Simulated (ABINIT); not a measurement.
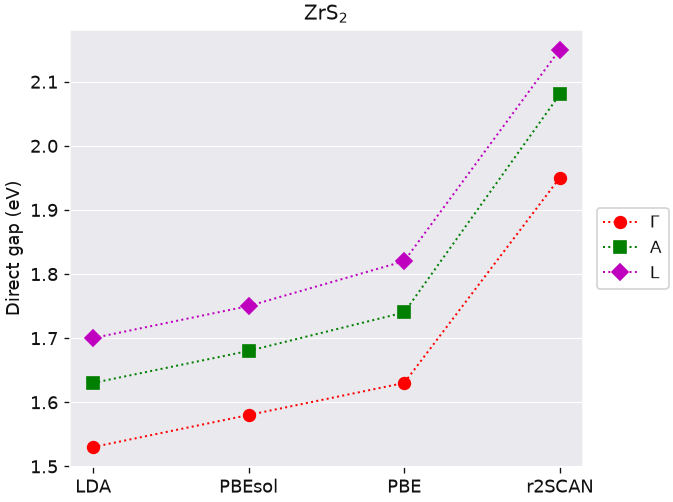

Direct gap at each named k point, by several methods on one cell of CdI2-type ZrS₂, space group P-3m1 (No. 164), 3 atoms in the cell; a = 3.691 Å, c = 6.041 Å (hexagonal axes). All runs are without spin-orbit coupling and carry no moments. The smallest gap is indirect or lies off these points.

Does r2SCAN open these direct gaps by one amount over PBE?

The shifts are +0.32 eV at Γ, +0.34 eV at A and +0.33 eV at L, and at points that aren't plotted +0.37 eV (M), +0.40 eV (K) and +0.42 eV (H): over the named points that both runs hold, a spread of 0.10 eV on a mean of 0.36 eV, so one shift describes them only roughly.

How do the methods rank at Γ?

From low to high: LDA 1.53, PBEsol 1.58, PBE 1.63, r2SCAN 1.95 eV. Too close to rank are LDA against PBEsol (different potentials) and PBEsol against PBE (different potentials and cutoffs).

| method | program | Γ (eV) | A (eV) | L (eV) |
| --- | --- | --- | --- | --- |
| LDA | ABINIT | 1.53 | 1.63 | 1.70 |
| PBEsol | ABINIT | 1.58 | 1.68 | 1.75 |
| PBE | ABINIT | 1.63 | 1.74 | 1.82 |
| r2SCAN | ABINIT | 1.95 | 2.08 | 2.15 |

Settings. LDA: JTH PAW LDA v2.0, 6×6×4 k mesh, 544 eV cutoff, Fermi-Dirac smearing of 0.05 eV (ABINIT). PBEsol: JTH PAW PBE v2.0, 6×6×4 k mesh, 544 eV cutoff, Fermi-Dirac smearing of 0.05 eV (ABINIT). PBE: PseudoDojo NC SR PBE v0.4.1 standard, 6×6×4 k mesh, 707 eV cutoff, Fermi-Dirac smearing of 0.05 eV (ABINIT 10.8.3 (patched build)). r2SCAN: JTH PAW PBE v2.0, 6×6×4 k mesh, 653 eV cutoff, Fermi-Dirac smearing of 0.05 eV (ABINIT 10.8.3 (patched build)).

These are four of the 6 methods that were run on this cell. LDA, GGA and most meta-GGA functionals understate gaps. The cell is a database's computed one. PBEsol and r2SCAN: the PAW data sets were made with another functional. Over all k points computed the smallest gap is 0.95 eV in LDA (mesh alone), 1.00 eV in PBEsol (mesh alone), 1.07 eV in PBE (mesh alone) and 1.33 eV in r2SCAN.
